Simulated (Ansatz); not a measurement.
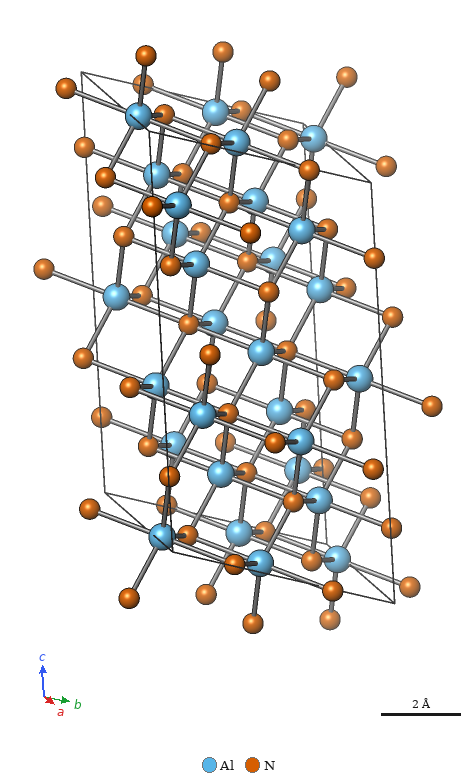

**Figure 1.** The structure as given in the input (ball-and-stick view of the cell of the calculation, seen slightly off an axis; bonded neighbours outside the cell are drawn too). An atom can appear more than once, as a periodic image.

**Single-point calculation, with input and output: AlN (part 1 of 2)**

- system: AlN (P6₃/mmc, 48 atoms in the cell)
- method: DFT PBE, scalar-relativistic, plane waves, PAW, no spin polarisation (Ansatz 0.2.0)

The structure derives from a Materials Project entry.

## Input
```yaml
crystal:
  lattice:
    - [-4.968174, 2.868376, 4.187563]
    - [4.968174, -2.868376, 4.187563]
    - [4.968174, 8.605129, -4.187563]
  atoms:
    - { symbol: Al, position: [0.541666, 0.375, 0.166667] }
    - { symbol: Al, position: [0.041666, 0.875, 0.166667] }
    - { symbol: Al, position: [0.875, 0.208334, 0.333333] }
    - { symbol: Al, position: [0.375, 0.708334, 0.333333] }
    - { symbol: Al, position: [0.208333, 0.041667, 0.5] }
    - { symbol: Al, position: [0.708333, 0.541667, 0.5] }
    - { symbol: Al, position: [0.541666, 0.875, 0.666667] }
    - { symbol: Al, position: [0.041666, 0.375, 0.666667] }
    - { symbol: Al, position: [0.875, 0.708334, 0.833333] }
    - { symbol: Al, position: [0.375, 0.208334, 0.833333] }
    - { symbol: Al, position: [0.208333, 0.541667, 0.0] }
    - { symbol: Al, position: [0.708333, 0.041667, 0.0] }
    - { symbol: Al, position: [0.125, 0.291666, 0.166667] }
    - { symbol: Al, position: [0.625, 0.791666, 0.166667] }
    - { symbol: Al, position: [0.458334, 0.125, 0.333333] }
    - { symbol: Al, position: [0.958334, 0.625, 0.333333] }
    - { symbol: Al, position: [0.791667, 0.958333, 0.5] }
    - { symbol: Al, position: [0.291667, 0.458333, 0.5] }
    - { symbol: Al, position: [0.125, 0.791666, 0.666667] }
    - { symbol: Al, position: [0.625, 0.291666, 0.666667] }
    - { symbol: Al, position: [0.458334, 0.625, 0.833333] }
    - { symbol: Al, position: [0.958334, 0.125, 0.833333] }
    - { symbol: Al, position: [0.791667, 0.458333, 0.0] }
    - { symbol: Al, position: [0.291667, 0.958333, 0.0] }
    - { symbol: "N", position: [0.291666, 0.125, 0.166667] }
    - { symbol: "N", position: [0.791666, 0.625, 0.166667] }
    - { symbol: "N", position: [0.625, 0.958334, 0.333333] }
    - { symbol: "N", position: [0.125, 0.458334, 0.333333] }
    - { symbol: "N", position: [0.958333, 0.791667, 0.5] }
    - { symbol: "N", position: [0.458333, 0.291667, 0.5] }
    - { symbol: "N", position: [0.291666, 0.625, 0.666667] }
    - { symbol: "N", position: [0.791666, 0.125, 0.666667] }
    - { symbol: "N", position: [0.625, 0.458334, 0.833333] }
    - { symbol: "N", position: [0.125, 0.958334, 0.833333] }
    - { symbol: "N", position: [0.958333, 0.291667, 0.0] }
    - { symbol: "N", position: [0.458333, 0.791667, 0.0] }
    - { symbol: "N", position: [0.375, 0.541666, 0.166667] }
    - { symbol: "N", position: [0.875, 0.041666, 0.166667] }
    - { symbol: "N", position: [0.708334, 0.375, 0.333333] }
    - { symbol: "N", position: [0.208334, 0.875, 0.333333] }
    - { symbol: "N", position: [0.041667, 0.208333, 0.5] }
    - { symbol: "N", position: [0.541667, 0.708333, 0.5] }
    - { symbol: "N", position: [0.375, 0.041666, 0.666667] }
    - { symbol: "N", position: [0.875, 0.541666, 0.666667] }
    - { symbol: "N", position: [0.708334, 0.875, 0.833333] }
    - { symbol: "N", position: [0.208334, 0.375, 0.833333] }
    - { symbol: "N", position: [0.041667, 0.708333, 0.0] }
    - { symbol: "N", position: [0.541667, 0.208333, 0.0] }
basis:
  ecutwfc: 420
  fft_grid_basis: typed
kpoints:
  mp_grid: { grid: [2, 2, 2] }
hamiltonian:
  xc: pbe
  pseudopotentials: { kind: paw }
scf:
  occupations: { method: gaussian, width: 0.05 }
output:
  forces: true
  stress: false
  eigenvalues: true
  bader: false
  write_density: true
  volumetric_format: npy
```

Launch command:
```bash
ansatz run input.yaml --threads 4 --pin off --max-ram 10240MiB --backend cpu --events-out ev --progress --plain --runs-dir out
```

## What the program printed
```
Warning: the atoms were moved onto the symmetric positions of the space group found under crystal.symmetry.tolerance 1.0e-5 (fractional; no operation is sought that the atoms, as they stand in a round, miss by more than twice it, and no atom is moved by as much as it), and the run uses the moved positions. Before a round's move an operation carried an atom to 1.07e-5 Å from where it should land, the largest such distance. Atom 0 (counting from 0) moved farthest, by 5.34e-6 Å; the longest move in fractions of the cell, of whichever atom, is 0.05 of the tolerance, in 1 round. To run the atoms as typed, lower crystal.symmetry.tolerance until the operations that they miss are no longer found, or set crystal.symmetry.detect: false (a key that needs symmetry detection or time reversal refuses this as the deck is read). The positions used, in the order of the run's atom list: position: [0.5416663333333334, 0.3750003333333334, 0.16666666666666666]; position: [0.04166633333333332, 0.8750003333333334, 0.16666666666666666]; position: [0.8749996666666666, 0.2083336666666667, 0.33333333333333337]; position: [0.3749996666666666, 0.7083336666666666, 0.33333333333333337]; position: [0.208333, 0.041667, 0.5]; position: [0.708333, 0.541667, 0.5]; position: [0.5416663333333334, 0.8750003333333334, 0.6666666666666666]; position: [0.04166633333333332, 0.3750003333333334, 0.6666666666666666]; position: [0.8749996666666666, 0.7083336666666666, 0.8333333333333334]; position: [0.3749996666666666, 0.2083336666666667, 0.8333333333333334]; position: [0.208333, 0.541667, 0.0]; position: [0.708333, 0.041667, 0.0]; position: [0.12500033333333335, 0.2916663333333333, 0.16666666666666666]; position: [0.6250003333333334, 0.7916663333333334, 0.16666666666666666]; position: [0.4583336666666667, 0.12499966666666665, 0.33333333333333337]; position: [0.9583336666666666, 0.6249996666666666, 0.33333333333333337]; position: [0.791667, 0.958333, 0.5]; position: [0.291667, 0.458333, 0.5]; position: [0.12500033333333335, 0.7916663333333334, 0.6666666666666666]; position: [0.6250003333333334, 0.2916663333333333, 0.6666666666666666]; position: [0.4583336666666667, 0.6249996666666666, 0.8333333333333334]; position: [0.9583336666666666, 0.12499966666666665, 0.8333333333333334]; position: [0.791667, 0.458333, 0.0]; position: [0.291667, 0.958333, 0.0]; position: [0.2916663333333333, 0.12500033333333335, 0.16666666666666666]; position: [0.7916663333333334, 0.6250003333333334, 0.16666666666666666]; position: [0.6249996666666666, 0.9583336666666666, 0.33333333333333337]; position: [0.12499966666666665, 0.4583336666666667, 0.33333333333333337]; position: [0.958333, 0.791667, 0.5]; position: [0.458333, 0.291667, 0.5]; position: [0.2916663333333333, 0.6250003333333334, 0.6666666666666666]; position: [0.7916663333333334, 0.12500033333333335, 0.6666666666666666]; position: [0.6249996666666666, 0.4583336666666667, 0.8333333333333334]; position: [0.12499966666666665, 0.9583336666666666, 0.8333333333333334]; position: [0.958333, 0.291667, 0.0]; position: [0.458333, 0.791667, 0.0]; position: [0.3750003333333333, 0.5416663333333334, 0.16666666666666666]; position: [0.8750003333333334, 0.04166633333333332, 0.16666666666666666]; position: [0.7083336666666666, 0.3749996666666666, 0.33333333333333337]; position: [0.2083336666666667, 0.8749996666666666, 0.33333333333333337]; position: [0.041667, 0.208333, 0.5]; position: [0.541667, 0.708333, 0.5]; position: [0.3750003333333333, 0.04166633333333332, 0.6666666666666666]; position: [0.8750003333333334, 0.5416663333333334, 0.6666666666666666]; position: [0.7083336666666666, 0.8749996666666666, 0.8333333333333334]; position: [0.2083336666666667, 0.3749996666666666, 0.8333333333333334]; position: [0.041667, 0.708333, 0.0]; position: [0.541667, 0.208333, 0.0]; The lattice was moved too: crystal.lattice keeps the space group found at crystal.symmetry.tolerance 1.0e-5 only nearly: the operation that it misses by the most changes a squared length by the fraction 2.59e-7. The run uses the lattice that is a stretch of the typed one, with no rotation, onto the one that keeps every operation to a double's rounding (on a very oblique basis the stretch itself rounds by more); the deck's lattice vector that moved farthest moved by 6.44e-7 Å. To run the lattice as typed, set crystal.symmetry.tolerance under 2.59e-7, the least fraction by which an operation that the lattice misses changes a squared length (the same key also sets how far an atom may lie from its image, so lowering it can lose operations that the atoms keep only within it), or set crystal.symmetry.detect: false, as for the atoms. crystal.lattice made exact, in Å and degrees: [[-4.968173813971598, 2.8683763222106875, 4.187563], [4.968173813971598, -2.868376322210687, 4.187563], [4.968173441914749, 8.605129322210676, -4.187563]]. Pasted over the deck's crystal.lattice, beside positions in fractional coordinates, it runs the same cell (given as lengths and angles, that cell in the form's own orientation, a rigid turn of the misfit's size from the one run here, for which a checkpoint.post_process_only pass over this run's state can be refused: where this run relaxes nothing, give such a pass this deck's own crystal.lattice, as typed; behind a relaxation, as crystal.lattice, the state's own cell, identity.cell in its checkpoint.json), and a matrix so pasted ends this notice, except on a very skew basis of the lattice, where the rounding of the pasted numbers themselves can read as a misfit: the cell is then moved again, and that move is told again. The lattice as run is in this notice's lattice.as_run_ang field (Run.prep()["deck_notices"] in Python, the deck_notice line of an events file, deck_notices of ansatz run --dry-run=json, or deck_notices in record.json in the deck's checkpoint.write directory).
Engine: ansatz 0.2.0, aarch64-unknown-linux-gnu
Pseudopotentials: kind: paw
Pseudopotential: Al, paw, valence charge 3, recommended cutoff 420 eV (normal), Al.paw.azcp
Pseudopotential: N, paw, valence charge 5, recommended cutoff 420 eV (normal), N.paw.azcp
Functional definition: PBE
  parameter kappa = 0.804
  parameter beta = 0.06672455060314922
  exchange = pbe_x(kappa = kappa, mu = beta*pi^2/3)
  correlation = pbe_c(beta = beta)
Crystal: 48 atoms, lattice volume = 477.402 Å³
Basis set: ecut = 420 eV, 9295 PW (Γ), exchange–correlation on 96×96×150 points (8 copies of the dense FFT grid, shifted against one another)
Bands: 144, of which v1, the nominal top of the filled ones, is band 96 counted from 1 (95 counted from 0)
Symmetry: 96 space group operations
Space group: P63/mmc (ITA 194), of the structure as read, at distance tolerance 7.8e-5 Å
k-points: 5 of 8
Non-local potential: Al, projectors of the file, l = 0: 2, l = 1: 2, l = 2: 1
Non-local potential: N, projectors of the file, l = 0: 2, l = 1: 2, l = 2: 1
PAW form: soft (Blöchl's): semilocal exchange-correlation on the pseudo side does not see the compensation charge
PAW one-centre angular grid: Al, 110 points (default); XC on 64 Gauss nodes
PAW one-centre angular grid: N, 110 points (default); XC on 64 Gauss nodes
Initial density: superposition of atomic densities (neutral atoms: chi_scale 0, normalization atom), corrected by the library's trained network
Initial wavefunctions: pseudopotential atomic-orbital guess
Functional: x = pbe(κ = 0.804, μ = 0.2195149727645171), c = pbe(β = 0.06672455060314922)
SCF iter   1: F=—  HF=-22176.647932 eV  |F-HF|=—  |Δ(HF+E_count)|=         —  Δρ=2.41e-3  dr2=2.25e-2  ethr=1.77e-3  ⟨swp⟩=6.4  Hψ=3207  notcnv=0  defer=55
preconditioner: auto → Resta (q_TF=auto, 2.344 Å⁻¹)  ε∞=4.0  [insulator: Δε(μ)=3.268 eV  Ē_g=13.519 eV  σ=0.050 eV  W_gap=1.00  n_scr=104 (ndim 8)  ℏωp=23.5 eV  f_vac=0.000  D(μ)=0.00/eV (n_scr^D=0)  ε∞_Penn≈4.0]
SCF iter   2: F=—  HF=-22176.638500 eV  |F-HF|=—  |Δ(HF+E_count)|=   9.43e-3  Δρ=7.47e-4  dr2=1.16e-3  ethr=1.17e-5  ⟨swp⟩=2.0  Hψ=1145  notcnv=0  defer=110
SCF iter   3: F=—  HF=-22176.639914 eV  |F-HF|=—  |Δ(HF+E_count)|=   1.41e-3  Δρ=3.83e-4  dr2=3.90e-4  ethr=6.02e-7  ⟨swp⟩=1.0  Hψ=515  notcnv=0  defer=6
automatic band count: iteration 3 solves 111 bands in place of 144: the levels show a gap, and the empty bands left out lie too high to hold charge; the band table lists the bands solved (type scf.n_extra_bands for more)
SCF iter   4: F=—  HF=-22176.640387 eV  |F-HF|=—  |Δ(HF+E_count)|=   4.73e-4  Δρ=3.66e-5  dr2=7.25e-6  ethr=2.03e-7  ⟨swp⟩=2.6  Hψ=1059  notcnv=0  defer=6
SCF iter   5: F=—  HF=-22176.639448 eV  |F-HF|=—  |Δ(HF+E_count)|=   9.39e-4  Δρ=9.51e-6  dr2=3.59e-7  ethr=3.77e-9  ⟨swp⟩=2.0  Hψ=993  notcnv=0  defer=6
SCF iter   6: F=-22176.639448 eV  HF=-22176.639448 eV  |F-HF|=2.94e-9  |Δ(HF+E_count)|=   9.80e-8  Δρ=1.27e-6  dr2=4.50e-9  ethr=5.21e-11  ⟨swp⟩=10.8  Hψ=2474  notcnv=0
SCF 1 converged in 6 iterations: F = -22176.639448 eV  dr2 = 4.50e-9
  greatest PAW one-centre occupation: 0.788 electrons in one spin orbital (limit 2), on the N atom at site 47 (counted from 0), in its partial waves of l = 0
SCF converged after 6 iterations
Free energy (F): -22176.639448 eV
Harris-Foulkes:  -22176.639448 eV  (|F-HF|=2.94e-9)
Internal energy: -22176.639448 eV  (E = F + TS)
E sigma→0 (E₀):  -22176.639448 eV
Fermi energy:    10.629302 eV
```
